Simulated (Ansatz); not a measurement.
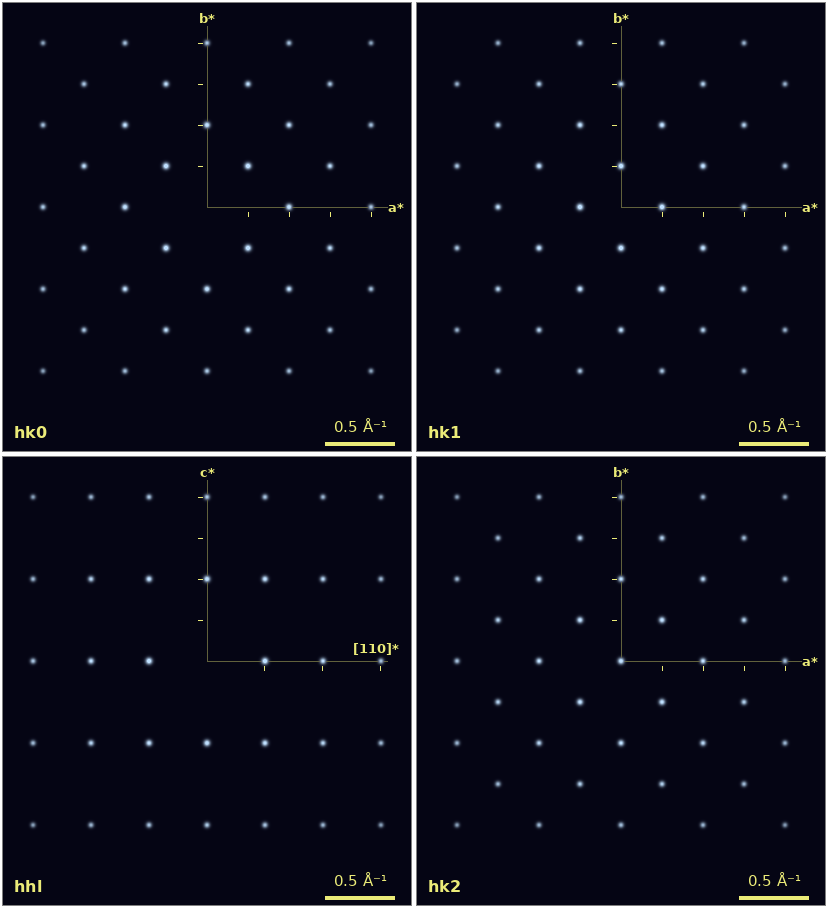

Four undistorted layers of reciprocal space, calculated for a single crystal (X-rays, kinematic |F|², B = 0.5 Å²). Tick marks count the reciprocal lattice steps of the conventional cell along each axis.

### What cell do the layers give?

a* = 0.301, b* = 0.301, c* = 0.301 Å⁻¹; the cell is cubic with a = 3.33 Å.

### List the systematic absences.

Reflections are present only under these conditions. hkl: h + k + l = 2n; hk0: h + k = 2n; hhl: l = 2n; h00: h = 2n. The lattice is body-centred (I).

### Which space groups fit?

The intensities have Laue symmetry m-3m (the hk0 layer shows 4mm, hk1 shows 4mm). With these conditions the candidates are I432 (No. 211), I-43m (No. 217), Im-3m (No. 229). Diffraction geometry alone does not choose among them; the structure has Im-3m. The compound is Au. Structure: the geometry relaxed with DFT, revPBE, plane waves (420 eV) with PAW, scalar-relativistic in Ansatz 0.2.0; the starting structure was generated, so it need not be a known form of this composition.
